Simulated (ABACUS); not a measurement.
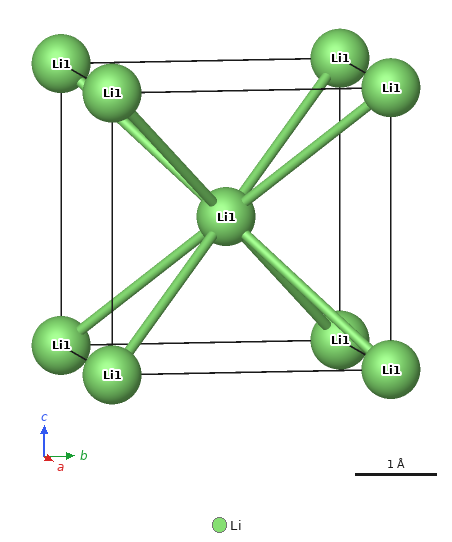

Figure 1. The structure (ball-and-stick view of the cell 2 times as large as that of the calculation, set on its symmetry axes, seen slightly off an axis; atoms are numbered from 1 in the order of the input).

# Band-structure run of Li

System: Li (1 atom in the cell).
Method: Kohn-Sham DFT of a periodic cell, OLYP, PseudoDojo NC SR 0.5 PBE standard, no spin polarisation (ABACUS 3.10.1).

The structure derives from an entry of the Crystallography Open Database.

Input:
```
INPUT_PARAMETERS
suffix              Li
calculation         scf
basis_type          pw
pseudo_dir          ./
latname             bcc
symmetry            1
dft_functional      GGA_X_OPTX+GGA_C_LYP
ecutwfc             74
pseudo_rcut         10
nspin               1
nbands              12
ks_solver           dav
smearing_method     fd
smearing_sigma      0.00367493
scf_thr             1e-08
scf_nmax            100
mixing_type         broyden
mixing_beta         0.7
cal_force           1
cal_stress          1
out_chg             1
kpar                4
```

File STRU:
```
ATOMIC_SPECIES
Li 6.9400 Li.upf

LATTICE_CONSTANT
6.6316158891

ATOMIC_POSITIONS
Direct

Li
0.0
1
0.0000000000 0.0000000000 0.0000000000 1 1 1
```

File KPT:
```
K_POINTS
0
Gamma
9 9 9 0 0 0
```

Run as:
```bash
OMP_NUM_THREADS=1 mpirun -np 4 abacus > log
```

Output:
```
ABACUS v3.10.1

               Atomic-orbital Based Ab-initio Computation at UStc

 ------------------------------------------------------------------------------------

 READING GENERAL INFORMATION
                           global_out_dir = OUT.Li/
                           global_in_card = INPUT
                               pseudo_dir = ./
                              orbital_dir =
                                    DSIZE = 4
                                    GSIZE = 1

 READING UNITCELL INFORMATION
                                    ntype = 1
                  lattice constant (Bohr) = 6.63162
              lattice constant (Angstrom) = 3.5093

 READING ATOM TYPE 1
                               atom label = Li
                      L=0, number of zeta = 1
                      L=1, number of zeta = 1
                      L=2, number of zeta = 1
             number of atom for this type = 1

                        TOTAL ATOM NUMBER = 1
DIRECT COORDINATES
    atom                   x                   y                   z     mag                  vx                  vy                  vz
taud_Li1            0.0000000000        0.0000000000        0.0000000000  0.0000        0.0000000000        0.0000000000        0.0000000000

                          Volume (Bohr^3) = 145.824
                             Volume (A^3) = 21.6088

 Lattice vectors: (Cartesian coordinate: in unit of a_0)
                 +0.5                +0.5                +0.5
                 -0.5                +0.5                +0.5
                 -0.5                -0.5                +0.5
 Reciprocal vectors: (Cartesian coordinate: in unit of 2 pi/a_0)
                   +1                  -0                  +1
                   -1                  +1                  -0
                   +0                  -1                  +1
 The esolver type has been set to : ksdft_pw

                PAO radial cut off (Bohr) = 10

 Read in pseudopotential file is Li.upf
                     pseudopotential type = NC
          exchange-correlation functional = PBE
                 nonlocal core correction = 0
                        valence electrons = 3
                                     lmax = 1
                           number of zeta = 2
                     number of projectors = 4
                           L of projector = 0
                           L of projector = 0
                           L of projector = 1
                           L of projector = 1
 XC functional updated to : GGA_X_OPTX+GGA_C_LYP
          exchange-correlation functional = GGA_X_OPTX+GGA_C_LYP
     initial pseudo atomic orbital number = 2

 SETUP THE ELECTRONS NUMBER
            electron number of element Li = 3
      total electron number of element Li = 3
            AUTOSET number of electrons:  = 3
                           occupied bands = 2
                                   NBANDS = 12
                                   NLOCAL = 9

%%%%%%%%%%%%%%%%%%%%%%%%%%%%%%%%%%%%%%%%%%%%%%%%%%%%%%%%%%%%%%%%%%%%%%%%%%%%%%%%%%%%%%%%%%%%%%%%%%%%%%%%%%
 Warning: the number of valence electrons in pseudopotential > 1 for Li: [He] 2s1
 Pseudopotentials with additional electrons can yield (more) accurate outcomes, but may be less efficient.
 If you're confident that your chosen pseudopotential is appropriate, you can safely ignore this warning.
%%%%%%%%%%%%%%%%%%%%%%%%%%%%%%%%%%%%%%%%%%%%%%%%%%%%%%%%%%%%%%%%%%%%%%%%%%%%%%%%%%%%%%%%%%%%%%%%%%%%%%%%%%

 SETUP THE PLANE WAVE BASIS
 energy cutoff for charge/potential (unit:Ry) = 296
            fft grid for charge/potential = [ 32, 32, 32 ]
                        fft grid division = [ 1, 1, 1 ]
        big fft grid for charge/potential = [ 32, 32, 32 ]
                                     nbxx = 32768
                                     nrxx = 32768

 SETUP PLANE WAVES FOR CHARGE/POTENTIAL
                    number of plane waves = 12527
                         number of sticks = 731

 PARALLEL PW FOR CHARGE/POTENTIAL
     PROC   COLUMNS(POT)             PW
        1            731          12527
 --------------- sum -------------------
        1            731          12527
                            number of |g| = 153
                                  max |g| = 328
                                  min |g| = 0

----------- Double Check Mixing Parameters Begin ------------
mixing_type: broyden
mixing_beta: 0.7
mixing_gg0: 1
mixing_gg0_min: 0.1
mixing_ndim: 8
----------- Double Check Mixing Parameters End ------------

 LATTICE VECTORS: (CARTESIAN COORDINATE: IN UNIT OF A0)
                 +0.5                +0.5                +0.5
                 -0.5                +0.5                +0.5
                 -0.5                -0.5                +0.5
                       right hand lattice = 1
                                   NORM_A = 0.866025
                                   NORM_B = 0.866025
                                   NORM_C = 0.866025
                           ALPHA (DEGREE) = 70.5288
                           BETA  (DEGREE) = 109.471
                           GAMMA (DEGREE) = 70.5288

 The lattice vectors have been changed (STRU_SIMPLE.cif)

(for optimal symmetric configuration:)
                             BRAVAIS TYPE = 2
                     BRAVAIS LATTICE NAME = 02. Cubic I (body-centered)
                                    ibrav = 2
                                    IBRAV = 2
                                  BRAVAIS = BODY CENTERED CUBIC
                       LATTICE CONSTANT A = 1
Original cell was already a primitive cell.
                        ROTATION MATRICES = 48
              PURE POINT GROUP OPERATIONS = 48
                   SPACE GROUP OPERATIONS = 48
                              POINT GROUP = O_h
               POINT GROUP IN SPACE GROUP = O_h

 SETUP K-POINTS
                                    nspin = 1
                   Input type of k points = Monkhorst-Pack(Gamma)
                                   nkstot = 729
                       right hand lattice = 1
(for reciprocal lattice: )
                             BRAVAIS TYPE = 3
                     BRAVAIS LATTICE NAME = 03. Cubic F (face-centered)
                                    ibrav = 3
                       right hand lattice = 1
(for k-lattice: )
                             BRAVAIS TYPE = 3
                     BRAVAIS LATTICE NAME = 03. Cubic F (face-centered)
                                    ibrav = 3
                       right hand lattice = 1
                        ROTATION MATRICES = 48
                               nkstot_ibz = 35
K-POINTS REDUCTION ACCORDING TO SYMMETRY
     IBZ    DIRECT_X    DIRECT_Y    DIRECT_Z  WEIGHT  ibz2bz
       1  0.00000000  0.00000000  0.00000000  0.0014       0
       2  0.11111111  0.11111111  0.00000000  0.0165       1
       3  0.22222222  0.22222222  0.00000000  0.0165       2
       4  0.33333333  0.33333333  0.00000000  0.0165       3
       5  0.44444444  0.44444444  0.00000000  0.0165       4
       6  0.11111111  0.22222222  0.11111111  0.0329      11
       7  0.11111111  0.33333333  0.22222222  0.0658      12
       8  0.33333333  0.44444444  0.11111111  0.0658      13
       9  0.44444444 -0.11111111  0.44444444  0.0329      14
      10  0.22222222  0.44444444  0.22222222  0.0329      22
      11  0.44444444 -0.22222222  0.33333333  0.0658      23
      12  0.33333333 -0.33333333  0.33333333  0.0110      33
      13  0.11111111  0.11111111  0.11111111  0.0082      91
      14  0.22222222  0.22222222  0.11111111  0.0329      92
      15  0.11111111  0.33333333  0.33333333  0.0329      93
      16  0.44444444  0.44444444  0.11111111  0.0329      94
      17  0.22222222  0.33333333  0.22222222  0.0329     102
      18  0.33333333  0.44444444  0.22222222  0.0658     103
      19  0.44444444 -0.22222222  0.44444444  0.0329     104
      20  0.11111111  0.33333333  0.11111111  0.0110     109
      21  0.44444444 -0.33333333  0.33333333  0.0329     113
      22  0.22222222  0.44444444  0.11111111  0.0329     118
      23  0.44444444 -0.11111111  0.33333333  0.0329     127
      24  0.44444444 -0.22222222  0.22222222  0.0329     128
      25  0.33333333 -0.22222222  0.33333333  0.0329     137
      26  0.22222222  0.22222222  0.22222222  0.0082     182
      27  0.33333333  0.33333333  0.22222222  0.0329     183
      28  0.44444444  0.44444444  0.22222222  0.0329     184
      29  0.33333333  0.44444444  0.33333333  0.0329     193
      30  0.44444444 -0.33333333  0.44444444  0.0329     194
[... 5 further k points ...]

                               nkstot now = 35
[... K-POINTS DIRECT COORDINATES: 35 rows ...]

           k-point number in this process = 9
       minimum distributed K point number = 8
[... stars of the k points ...]

[... K-POINTS CARTESIAN COORDINATES: 9 rows ...]

[... K-POINTS DIRECT COORDINATES: 9 rows ...]

 SETUP PLANE WAVES FOR WAVE FUNCTIONS
     energy cutoff for wavefunc (unit:Ry) = 74
              fft grid for wave functions = [ 32, 32, 32 ]
                    number of plane waves = 2243
                         number of sticks = 229

 PARALLEL PW FOR WAVE FUNCTIONS
     PROC   COLUMNS(POT)             PW
        1            229           2243
 --------------- sum -------------------
        1            229           2243

 SETUP NONLOCAL PSEUDOPOTENTIALS IN PLANE WAVE BASIS
 Li non-local projectors:
 projector 1 L=0
 projector 2 L=0
 projector 3 L=1
 projector 4 L=1
      TOTAL NUMBER OF NONLOCAL PROJECTORS = 8

 Init Non-Local PseudoPotential table :
 Init Non-Local-Pseudopotential done.

                                     npwx = 1579

 Make real space PAO into reciprocal space.
       max mesh points in Pseudopotential = 1001
     dq(describe PAO in reciprocal space) = 0.01
                                    max q = 1037

 number of pseudo atomic orbitals for Li is 2
WARNING: norm of atomic wavefunction # 2 of atomic type Li is 0.997717, renormalized

 -------------------------------------------
 SELF-CONSISTENT
 -------------------------------------------
                                 init_chg = atomic

 PW ALGORITHM --------------- ION=   1  ELEC=   1--------------------------------
 Notice: Threshold on eigenvalues was too large.
 hsover_error=0.03 > DRHO=0.000237901
 Origin diag ethr = 0.01
 New diag ethr = 7.93002e-06

 Density error is 0.000239422701193
                          Error Threshold = 7.93001787683e-06
----------------------------------------------------------
     Energy           Rydberg                 eV
----------------------------------------------------------
 E_KohnSham     -14.4576911781       -196.7069799459
 E_Harris       -14.4864165427       -197.0978085820
 E_Fermi        0.0770660217         1.0485370170
----------------------------------------------------------

 PW ALGORITHM --------------- ION=   1  ELEC=   2--------------------------------

 Density error is 3.3218754182e-05
                          Error Threshold = 7.98075670643e-06
----------------------------------------------------------
     Energy           Rydberg                 eV
----------------------------------------------------------
 E_KohnSham     -14.4576765764       -196.7067812798
 E_Harris       -14.4682647117       -196.8508402518
 E_Fermi        0.0755194373         1.0274946568
----------------------------------------------------------

 PW ALGORITHM --------------- ION=   1  ELEC=   3--------------------------------

 Density error is 4.90955024625e-09
                          Error Threshold = 1.10729180607e-06
----------------------------------------------------------
     Energy           Rydberg                 eV
----------------------------------------------------------
 E_KohnSham     -14.4576776658       -196.7067961026
 E_KS(sigma->0) -14.4574899552       -196.7042421683
 E_Harris       -14.4575857371       -196.7055453477
 E_band         -6.8118658615        -92.6801897284
 E_one_elec     -9.7846802867        -133.1274050068
 E_Hartree      3.6570830025         49.7571668930
 E_xc           -3.3907727916        -46.1338305893
 E_Ewald        -4.9389321688        -67.1976195308
 E_entropy(-TS) -0.0003754213        -0.0051078686
 E_descf        0.0000000000         0.0000000000
 E_exx          0.0000000000         0.0000000000
 E_Fermi        0.0746111639         1.0151369640
----------------------------------------------------------

 charge density convergence is achieved
 final etot is -196.7067961 eV
 EFERMI = 1.015136964 eV

 STATE ENERGY(eV) AND OCCUPATIONS    NSPIN == 1
 1/9 kpoint (Cartesian) = 0.0000 0.0000 0.0000 (1553 pws)
       1       -46.1889     0.00274348
       2       -2.47172     0.00274348
       3        15.1269        0.00000
       4        15.1269        0.00000
       5        15.1269        0.00000
       6        19.6620        0.00000
       7        19.6620        0.00000
       8        19.6620        0.00000
       9        20.5568        0.00000
      10        20.5568        0.00000
      11        20.8439        0.00000
      12        20.8439        0.00000

 2/9 kpoint (Cartesian) = 0.0000 0.11111 0.11111 (1541 pws)
       1       -46.1873      0.0329218
       2       -2.24134      0.0329218
       3        13.5815        0.00000
       4        14.1718        0.00000
       5        14.7372        0.00000
       6        17.6858        0.00000
       7        17.7767        0.00000
       8        19.5101        0.00000
       9        20.6751        0.00000
      10        21.2025        0.00000
      11        23.1605        0.00000
      12        23.3319        0.00000

 3/9 kpoint (Cartesian) = 0.0000 0.22222 0.22222 (1559 pws)
       1       -46.1832      0.0329218
       2       -1.55054      0.0329218
       3        10.2297    3.02243e-82
       4        12.7370        0.00000
       5        13.8291        0.00000
       6        15.9983        0.00000
       7        17.0763        0.00000
       8        19.7017        0.00000
       9        22.3508        0.00000
      10        24.3888        0.00000
      11        26.5018        0.00000
      12        26.9183        0.00000

 4/9 kpoint (Cartesian) = 0.0000 0.33333 0.33333 (1579 pws)
       1       -46.1785      0.0329218
       2      -0.417286      0.0329218
       3        7.01114    2.73427e-54
       4        11.6673        0.00000
       5        12.9761        0.00000
       6        14.8015        0.00000
       7        17.1439        0.00000
       8        20.8225        0.00000
       9        24.3490        0.00000
      10        27.2648        0.00000
      11        28.3529        0.00000
      12        29.3022        0.00000

 5/9 kpoint (Cartesian) = 0.0000 0.44444 0.44444 (1576 pws)
       1       -46.1754      0.0329218
       2       0.959197      0.0248153
       3        4.55288    6.15238e-33
       4        11.1154        0.00000
       5        12.5005        0.00000
       6        14.2017        0.00000
       7        17.3605        0.00000
       8        22.3350        0.00000
       9        24.8727        0.00000
      10        26.6213        0.00000
      11        28.0100        0.00000
      12        32.8068        0.00000

 6/9 kpoint (Cartesian) = -0.11111 0.11111 0.22222 (1556 pws)
       1       -46.1844      0.0658436
       2       -1.78008      0.0658436
       3        11.8582        0.00000
       4        12.2009        0.00000
       5        13.6192        0.00000
       6        17.1714        0.00000
       7        17.4691        0.00000
       8        19.6263        0.00000
       9        21.6273        0.00000
      10        23.5891        0.00000
      11        23.7368        0.00000
      12        27.6146        0.00000

[... levels at 3 further k points ...]

------------------------------------------------------------------------------------------
 TOTAL-FORCE (eV/Angstrom)
------------------------------------------------------------------------------------------
                       Li1         0.0000000000         0.0000000000         0.0000000000
------------------------------------------------------------------------------------------

----------------------------------------------------------------
 TOTAL-STRESS (KBAR)
----------------------------------------------------------------
        -5.2480507219         0.0000000000         0.0000000000
         0.0000000000        -5.2480507219         0.0000000000
         0.0000000000         0.0000000000        -5.2480507219
----------------------------------------------------------------
 TOTAL-PRESSURE: -5.248051 KBAR

 --------------------------------------------
 !FINAL_ETOT_IS -196.7067961026119747 eV
 --------------------------------------------
```

Standard output:
```
ABACUS v3.10.1

               Atomic-orbital Based Ab-initio Computation at UStc

 dft_functional readin is: GGA_X_OPTX+GGA_C_LYP
 dft_functional in pseudopot file is: PBE
 Please make sure this is what you need

%%%%%%%%%%%%%%%%%%%%%%%%%%%%%%%%%%%%%%%%%%%%%%%%%%%%%%%%%%%%%%%%%%%%%%%%%%%%%%%%%%%%%%%%%%%%%%%%%%%%%%%%%
 Warning: the number of valence electrons in pseudopotential > 1 for Li: [He] 2s1
 Pseudopotentials with additional electrons can yield (more) accurate outcomes, but may be less efficient.
 If you're confident that your chosen pseudopotential is appropriate, you can safely ignore this warning.
%%%%%%%%%%%%%%%%%%%%%%%%%%%%%%%%%%%%%%%%%%%%%%%%%%%%%%%%%%%%%%%%%%%%%%%%%%%%%%%%%%%%%%%%%%%%%%%%%%%%%%%%%

 OPTX untested please test,
 OPTX untested please test, UNIFORM GRID DIM        : 32 * 32 * 32
 UNIFORM GRID DIM(BIG)   : 32 * 32 * 32

 OPTX untested please test,func,idGGA_X_OPTX 110
func,idGGA_C_LYP 131

 ---------------------------------------------------------
 Self-consistent calculations for electrons
 ---------------------------------------------------------
 SPIN    KPOINTS         PROCESSORS  THREADS
 1       35              4           4
 ---------------------------------------------------------
 Use plane wave basis
 ---------------------------------------------------------
 ELEMENT NATOM       XC
 Li      1
 ---------------------------------------------------------
 Initial plane wave basis and FFT box
 ---------------------------------------------------------
 -------------------------------------------
 SELF-CONSISTENT :
 -------------------------------------------
 START CHARGE      : atomic
 ITER       ETOT/eV          EDIFF/eV         DRHO     TIME/s
 DA1     -1.96706980e+02   0.00000000e+00   2.3942e-04   0.43
 DA2     -1.96706781e+02   1.98666113e-04   3.3219e-05   0.11
 DA3     -1.96706796e+02  -1.48227959e-05   4.9096e-09   0.15
----------------------------------------------------------------
 TOTAL-STRESS (KBAR)
----------------------------------------------------------------
        -5.2480507219         0.0000000000         0.0000000000
         0.0000000000        -5.2480507219         0.0000000000
         0.0000000000         0.0000000000        -5.2480507219
----------------------------------------------------------------
 TOTAL-PRESSURE: -5.248051 KBAR
```

Results in brief:

```tsv
quantity	value
outcome	converged
space group (tolerance 0.01 Å)	Im-3m (229)
electrons treated	3
free energy	−196.7068 eV
Fermi energy of the self-consistent step	1.015 eV
gap on the k-point mesh	none (metallic)
pressure	−0.52 GPa
largest force (length of the vector)	under 0.001 eV/Å
hardware	4 threads of Intel Xeon (Sapphire Rapids), 16 GiB of memory available, shared host
wall time	1.3 s (CPU time 4.7 s)
peak memory	0.24 GiB
```
